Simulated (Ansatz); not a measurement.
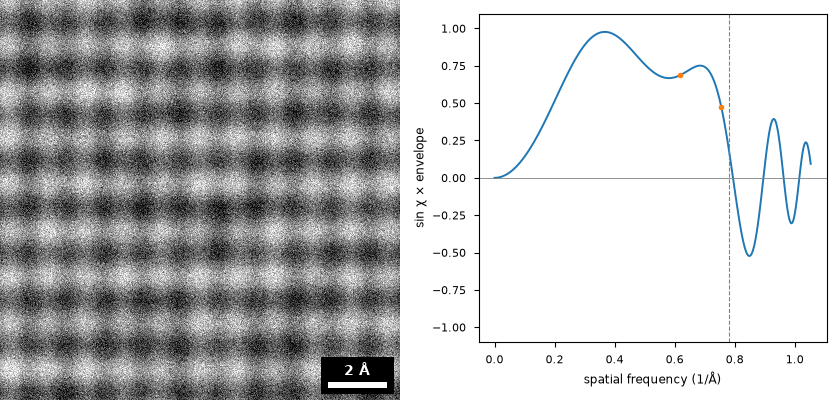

HRTEM-like image of Ni (Pm-3m, No. 221) along [211]. Simulated in the weak-phase-object approximation with neutral-atom potentials: 80 kV, Cs = −20 µm, defocus +110 Å (negative is underfocus), defocus spread 12 Å, aperture 0.78 1/Å. Shot noise and the speckle of an amorphous layer were added. Model: a calculation's starting geometry; the starting structure was generated, so it need not be a known form of this composition.

The plot gives the contrast transfer function, the aperture (dashed) and the crystal's spatial frequencies that carry visible contrast (dots).

Question: Do the atom columns appear dark or bright, and why?

Answer: Bright. With negative Cs and overfocus sin χ is positive over the pass band, so the strongest columns (Ni) come out brighter than the background.

Question: What point resolution do these settings give, and which lattice spacings pass?

Answer: About 1.3 Å (0.66 |Cs|^(1/4) λ^(3/4) with λ = 0.0418 Å). The spacings that carry visible contrast are {110} at 1.62 Å, {111} at 1.32 Å.
